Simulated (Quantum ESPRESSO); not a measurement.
# ZnS (F-43m): modes at Γ and the response to a field, part 2 of 4

Aim: the zone-centre modes of ZnS (F-43m).

Quantum ESPRESSO 7.5; DFT PBE, scalar-relativistic, plane waves, PseudoDojo norm-conserving pseudopotentials.

So far. Step 2 (A probe with smearing): A gap of 2.1 eV opens on this mesh, so the crystal is taken as an insulator; the start stands at 1.8 GPa. Step 4 (Ground state): The cell stands at -0.002 GPa, close enough for phonons.

The database entry behind the starting cell differs from later determinations by our own check (about 0.1 % short), so it need not match the best structure at ambient conditions.

**5. Zone-centre response**

At q = 0 one unit cell holds all displacements; symmetry groups them into irreducible representations that are solved one by one. The response to a field gives ε∞ and the Born charges, which polar modes need.

Input file ph.in:

```
phonons
&inputph
   prefix = 'x'
   outdir = './tmp'
   fildyn = 'g.dyn'
   tr2_ph = 1.0d-18
   epsil = .true.
/
0.000000000000 0.000000000000 0.000000000000
```

Command:

```
OMP_NUM_THREADS=1 mpirun -n 8 ph.x -nk 8 -in ph.in > ph.out
```

The program printed:

```text
[banners, grids, parts of the stress and lines that vanish by symmetry left out]
[banner, memory and clock lines left out]
Program PHONON v.7.5

     ./tmp/x.save/

     IMPORTANT: XC functional enforced from input :
     Exchange-correlation= PBE
                           (   1   4   3   4   0   0   0)
     Any further DFT definition will be discarded
     Please, verify this is what you really want

     G-vector sticks info

     Reading collected, re-writing distributed wavefunctions in ./tmp/

     Number and degeneracy of irreps per q-point
       N         xq(1)         xq(2)         xq(3)   N irreps
       1   0.000000000   0.000000000   0.000000000       2
        3   3

     Calculation of q =    0.0000000   0.0000000   0.0000000

     phonons

     bravais-lattice index     =            2
     lattice parameter (alat)  =      10.2953  a.u.
     unit-cell volume          =     272.8106 (a.u.)^3
     number of atoms/cell      =            2
     number of atomic types    =            2
     kinetic-energy cut-off    =      92.0000  Ry
     charge density cut-off    =     368.0000  Ry
     convergence threshold     =      1.0E-18
     beta                      =       0.7000
     number of iterations used =            4
     Exchange-correlation= PBE
                           (   1   4   3   4   0   0   0)

     celldm(1)=   10.29533  celldm(2)=    0.00000  celldm(3)=    0.00000
     celldm(4)=    0.00000  celldm(5)=    0.00000  celldm(6)=    0.00000

     crystal axes: (cart. coord. in units of alat)
               a(1) = ( -0.5000  0.0000  0.5000 )
               a(2) = (  0.0000  0.5000  0.5000 )
               a(3) = ( -0.5000  0.5000  0.0000 )

     reciprocal axes: (cart. coord. in units 2 pi/alat)
               b(1) = ( -1.0000 -1.0000  1.0000 )
               b(2) = (  1.0000  1.0000  1.0000 )
               b(3) = ( -1.0000  1.0000 -1.0000 )

     Atoms inside the unit cell:

     Cartesian axes

     site n.  atom      mass           positions (alat units)
        1  Zn     65.3800   tau(    1) = (   -0.25000    0.25000    0.25000  )
        2  S      32.0600   tau(    2) = (    0.00000    0.00000    0.00000  )

     Computing dynamical matrix for
                    q = (   0.0000000   0.0000000   0.0000000 )

     25 Sym.Ops. (with q -> -q+G )

     G cutoff =  988.0271  (  32647 G-vectors)     FFT grid: ( 45, 45, 45)
     number of k points=    72
                       cart. coord. in units 2pi/alat
        k(    1) = (   0.0000000   0.0000000   0.0000000), wk =   0.0011574
        k(    2) = (  -0.0833333   0.0833333  -0.0833333), wk =   0.0092593
        k(    3) = (  -0.1666667   0.1666667  -0.1666667), wk =   0.0092593
        [... further k-points left out ...]

     PseudoPot. # 1 for Zn read from file:
     ./pseudo/Zn.upf
     Pseudo is Norm-conserving + core correction, Zval = 20.0
     Using radial grid of 1326 points,  6 beta functions with:
                l(1) =   0
                l(2) =   0
                l(3) =   1
                l(4) =   1
                l(5) =   2
                l(6) =   2

     PseudoPot. # 2 for S  read from file:
     ./pseudo/S.upf
     Pseudo is Norm-conserving + core correction, Zval =  6.0
     Using radial grid of 1148 points,  6 beta functions with:
                l(1) =   0
                l(2) =   0
                l(3) =   1
                l(4) =   1
                l(5) =   2
                l(6) =   2

     Mode symmetry, T_d (-43m)  point group:

     Electric field:
     Dielectric constant
     Born effective charges as d Force / d E

     Atomic displacements:
     There are    2 irreducible representations

     Representation     1      3 modes -  To be done

     Representation     2      3 modes -  To be done

     Alpha used in Ewald sum =   2.8000

     Electric Fields Calculation

      iter #   1   av.it.:   8.7
      thresh= 1.000E-02 alpha_mix =  0.700 |ddv_scf|^2 =  6.154E-08

      iter #   2   av.it.:  18.0
      thresh= 2.481E-05 alpha_mix =  0.700 |ddv_scf|^2 =  8.302E-09

      iter #   3   av.it.:  17.0
      thresh= 9.112E-06 alpha_mix =  0.700 |ddv_scf|^2 =  2.855E-10

      iter #   4   av.it.:  17.1
      thresh= 1.690E-06 alpha_mix =  0.700 |ddv_scf|^2 =  7.006E-12

      iter #   5   av.it.:  17.7
      thresh= 2.647E-07 alpha_mix =  0.700 |ddv_scf|^2 =  1.641E-13

      iter #   6   av.it.:  18.1
      thresh= 4.050E-08 alpha_mix =  0.700 |ddv_scf|^2 =  2.182E-15

      iter #   7   av.it.:  17.6
      thresh= 4.672E-09 alpha_mix =  0.700 |ddv_scf|^2 =  1.284E-16

      iter #   8   av.it.:  17.4
      thresh= 1.133E-09 alpha_mix =  0.700 |ddv_scf|^2 =  1.795E-18

      iter #   9   av.it.:  18.0
      thresh= 1.340E-10 alpha_mix =  0.700 |ddv_scf|^2 =  3.031E-20

     End of electric fields calculation

          Dielectric constant in cartesian axis

          (       5.984000993       0.000000000       0.000000000 )
          (       0.000000000       5.984000993       0.000000000 )
          (       0.000000000       0.000000000       5.984000993 )

          Effective charges (d Force / dE) in cartesian axis without acoustic sum rule applied (asr)

           atom    1  Zn    Mean Z*:        2.03227
      Ex  (        2.03227        0.00000        0.00000 )
      Ey  (        0.00000        2.03227        0.00000 )
      Ez  (        0.00000        0.00000        2.03227 )
           atom    2  S     Mean Z*:       -2.03317
      Ex  (       -2.03317        0.00000       -0.00000 )
      Ey  (        0.00000       -2.03317       -0.00000 )
      Ez  (       -0.00000       -0.00000       -2.03317 )

          Effective charges Sum: Mean:       -0.00090
             -0.00090        0.00000       -0.00000
              0.00000       -0.00090        0.00000
             -0.00000        0.00000       -0.00090

          Effective charges (d Force / dE) in cartesian axis with asr applied:
           atom    1  Zn    Mean Z*:        2.03272
      E*x (        2.03272        0.00000        0.00000 )
      E*y (        0.00000        2.03272        0.00000 )
      E*z (        0.00000        0.00000        2.03272 )
           atom    2  S     Mean Z*:       -2.03272
      E*x (       -2.03272        0.00000       -0.00000 )
      E*y (        0.00000       -2.03272       -0.00000 )
      E*z (       -0.00000       -0.00000       -2.03272 )

     Representation #   1 modes #   1   2   3

     Self-consistent Calculation

      iter #   1   av.it.:   8.7
      thresh= 1.000E-02 alpha_mix =  0.700 |ddv_scf|^2 =  1.079E-07

      iter #   2   av.it.:  17.9
      thresh= 3.284E-05 alpha_mix =  0.700 |ddv_scf|^2 =  1.154E-08

      iter #   3   av.it.:  17.6
      thresh= 1.074E-05 alpha_mix =  0.700 |ddv_scf|^2 =  1.244E-10

      iter #   4   av.it.:  17.3
      thresh= 1.115E-06 alpha_mix =  0.700 |ddv_scf|^2 =  3.304E-13

      iter #   5   av.it.:  18.5
      thresh= 5.748E-08 alpha_mix =  0.700 |ddv_scf|^2 =  4.828E-15

[...]
End of self-consistent calculation

     Convergence has been achieved

     Representation #   2 modes #   4   5   6

     Self-consistent Calculation

[...]
iter #   3   av.it.:  18.5
      thresh= 7.879E-05 alpha_mix =  0.700 |ddv_scf|^2 =  2.626E-09

      iter #   4   av.it.:  18.4
      thresh= 5.124E-06 alpha_mix =  0.700 |ddv_scf|^2 =  1.932E-10

      iter #   5   av.it.:  18.7
      thresh= 1.390E-06 alpha_mix =  0.700 |ddv_scf|^2 =  2.167E-12

      iter #   6   av.it.:  18.6
      thresh= 1.472E-07 alpha_mix =  0.700 |ddv_scf|^2 =  2.561E-14

      iter #   7   av.it.:  18.0
      thresh= 1.600E-08 alpha_mix =  0.700 |ddv_scf|^2 =  1.616E-15

      iter #   8   av.it.:  18.6
      thresh= 4.020E-09 alpha_mix =  0.700 |ddv_scf|^2 =  1.261E-17

      iter #   9   av.it.:  18.6
      thresh= 3.552E-10 alpha_mix =  0.700 |ddv_scf|^2 =  3.886E-19

     End of self-consistent calculation

     Convergence has been achieved

     Number of q in the star =    1
     List of q in the star:
          1   0.000000000   0.000000000   0.000000000

          Dielectric constant in cartesian axis

          (       5.984000993       0.000000000       0.000000000 )
          (       0.000000000       5.984000993       0.000000000 )
          (       0.000000000       0.000000000       5.984000993 )

          Effective charges (d Force / dE) in cartesian axis without acoustic sum rule applied (asr)

           atom    1  Zn    Mean Z*:        2.03227
      Ex  (        2.03227        0.00000        0.00000 )
      Ey  (        0.00000        2.03227        0.00000 )
      Ez  (        0.00000        0.00000        2.03227 )
           atom    2  S     Mean Z*:       -2.03317
      Ex  (       -2.03317        0.00000       -0.00000 )
      Ey  (        0.00000       -2.03317       -0.00000 )
      Ez  (       -0.00000       -0.00000       -2.03317 )

          Effective charges Sum: Mean:       -0.00090
             -0.00090        0.00000       -0.00000
              0.00000       -0.00090        0.00000
             -0.00000        0.00000       -0.00090

          Effective charges (d Force / dE) in cartesian axis with asr applied:
           atom    1  Zn    Mean Z*:        2.03272
      E*x (        2.03272        0.00000        0.00000 )
      E*y (        0.00000        2.03272        0.00000 )
      E*z (        0.00000        0.00000        2.03272 )
           atom    2  S     Mean Z*:       -2.03272
      E*x (       -2.03272        0.00000       -0.00000 )
      E*y (        0.00000       -2.03272       -0.00000 )
      E*z (       -0.00000       -0.00000       -2.03272 )

     Diagonalizing the dynamical matrix

     q = (    0.000000000   0.000000000   0.000000000 )

 **************************************************************************
     freq (    1) =      -0.089892 [THz] =      -2.998474 [cm-1]
     freq (    2) =      -0.089892 [THz] =      -2.998474 [cm-1]
     freq (    3) =      -0.089892 [THz] =      -2.998474 [cm-1]
     freq (    4) =       7.779761 [THz] =     259.504890 [cm-1]
     freq (    5) =       7.779761 [THz] =     259.504890 [cm-1]
     freq (    6) =       7.779761 [THz] =     259.504890 [cm-1]
 **************************************************************************

     Mode symmetry, T_d (-43m)  point group:

     freq (   1-   3) =         -3.0  [cm-1]   --> T_2  G_15 P_4   I+R
     freq (   4-   6) =        259.5  [cm-1]   --> T_2  G_15 P_4   I+R
```

Elapsed: 5.2 min, on 8 MPI ranks of Arm Neoverse V2, shared host.

This step gave:

| Property | Result |
| --- | --- |
| miss of the charge sum rule | 9.00e-4 e |
| largest acoustic frequency at the zone centre before the sum rule | -3 cm⁻¹ |
| highest optical zone-centre mode (no LO-TO term) | 259.5 cm⁻¹ |
| lowest optical zone-centre mode | 259.5 cm⁻¹ |
| mean high-frequency dielectric constant | 5.984 |
| largest Born charge in size (third of the trace) | 2.033 e |

Born charge (rows field, columns displacement), before the sum rule (e), principal values of the symmetric part by kind of site:

```tsv
atom	atoms with these values	low	middle	high	mean
Zn1	1	2.03	2.03	2.03	2.03
S2	1	-2.03	-2.03	-2.03	-2.03
```

In full for Zn1:

```
2.03 0.00 0.00
0.00 2.03 0.00
0.00 0.00 2.03
```

High-frequency dielectric tensor:

```
5.98 0.00 0.00
0.00 5.98 0.00
0.00 0.00 5.98
```

The acoustic modes at Γ come out as far as 3.0 cm⁻¹ from zero, where they should vanish, a small numerical error; the Born charges miss their sum rule by 9.0e-4 e, which is good.

**6. Modes with the sum rule**

A rigid shift of the crystal must cost nothing, but grids and finite bases break this; the acoustic sum rule is imposed before the matrix is diagonalised again. With Born charges the intensities follow, and the static dielectric tensor.

Input file dynmat.in:

```
&input
   fildyn = 'g.dyn'
   asr = 'simple'
   fileig = 'dynmat.eig'
   lperm = .true.
/
```

Command:

```
dynmat.x -in dynmat.in > dynmat.out
```

The program printed:

```text
[banner, memory and clock lines left out]
Program DYNMAT v.7.5

     Reading Dynamical Matrix from file g.dyn
     ...Force constants read
     ...epsilon and Z* read
     A direction for q was not specified:TO-LO splitting will be absent

     Polarizability (A^3 units)
     multiply by 0.375751 for Clausius-Mossotti correction
        16.033666    0.000000    0.000000
         0.000000   16.033666    0.000000
         0.000000    0.000000   16.033666

     IR activities are in (D/A)^2/amu units

# mode   [cm-1]    [THz]      IR
    1     -0.00   -0.0000    0.0000
    2      0.00    0.0000    0.0000
    3      0.00    0.0000    0.0000
    4    259.52    7.7802    4.4315
    5    259.52    7.7802    4.4315
    6    259.52    7.7802    4.4315

Electronic dielectric permittivity tensor (relative, adimensional)
         5.984001    0.000000    0.000000
         0.000000    5.984001    0.000000
         0.000000    0.000000    5.984001

 ... with zone-center polar mode contributions
         9.455416    0.000000    0.000000
         0.000000    9.455416    0.000000
         0.000000    0.000000    9.455416
```

Elapsed: 0.47 s, on 1 thread.

This step gave:

- mean static dielectric constant: 9.455

Unit eigenvectors of the mass-weighted matrix after the sum rule; no LO-TO term. The modes at Γ (shares of kinetic energy by element, %):

```tsv
mode	frequency (cm⁻¹)	symmetry	Zn %	S %
1	0.0	acoustic	67	33
2	0.0	acoustic	67	33
3	0.0	acoustic	67	33
4	259.5	T2	33	67
5	259.5	T2	33	67
6	259.5	T2	33	67
```

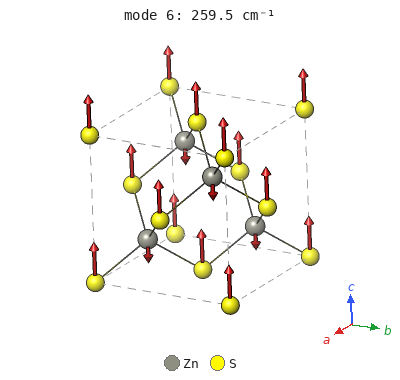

Displacement patterns of mode 6 at Γ; arrows are exaggerated. Bonds to atoms that aren't drawn are left out. Some periodic images of atoms are drawn too.

Degenerate modes summed, no LO-TO term. Lines of the infrared spectrum (strongest = 100):

```tsv
position (cm⁻¹)	lines merged	label	IR intensity, relative
260	3	T2	100
```

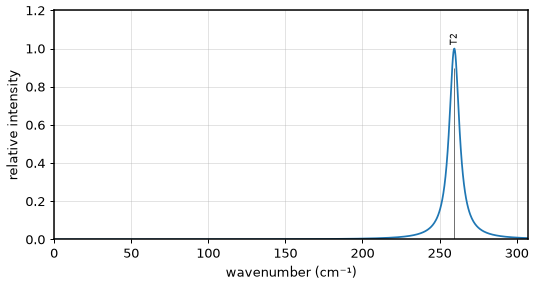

The infrared spectrum, broadened with Lorentzians of width 8 cm⁻¹; bars mark the lines.

Static dielectric tensor (ions relaxed, fixed cell):

```
9.46 0.00 0.00
0.00 9.46 0.00
0.00 0.00 9.46
```

The rule moves no optical mode by more than 0.1 cm⁻¹.

[end of part 2 of 4]

[Host names and launcher messages were left out of these logs when they were recorded.]

[Logs are printed without paths, hosts, clocks, repeated set-up lines and the standing remarks that a program may print on its own settings, such as how far it seeks lower states.]

[Hosts, paths, dates, database ids (printed as entryN), source tags and the programs' standing remarks are cut or masked in the printed files.]
